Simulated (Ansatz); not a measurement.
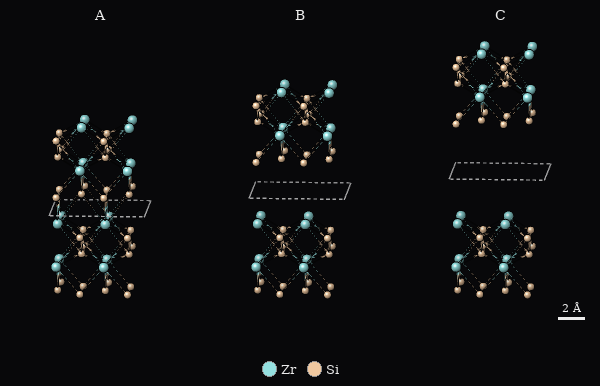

Frames of a one-coordinate scan of solid ZrSi2 (Cmcm). The picture is a ball-and-stick view of the layers on both sides of the dashed plane, seen from the side, nearly along that plane.

Theory: DFT PBEsol, scalar-relativistic, plane waves, PAW (Ansatz 0.2.0). (plane-wave cutoff 420 eV; k-point mesh 13 × 13 × 4; occupations gaussian; smearing width 0.15 eV; no spin polarisation). Energies (free energies at the smearing named) are counted from the relaxed crystal.

> Which coordinate changes from frame to frame?

The crystal is pulled apart rigidly along the normal of the (0 −1 0) plane of the conventional cell, at a cut between a plane of Zr below and one of Si above, 2.11 Å apart. In the frames the opening is 0.25 Å (A), 3.00 Å (B), 6.00 Å (C). One cut stands in each cell, which starts 14.6 Å high; nothing is relaxed, and the dashed outline marks the cut. Their energies are 0.276 J/m², 4.475 J/m², 4.654 J/m².
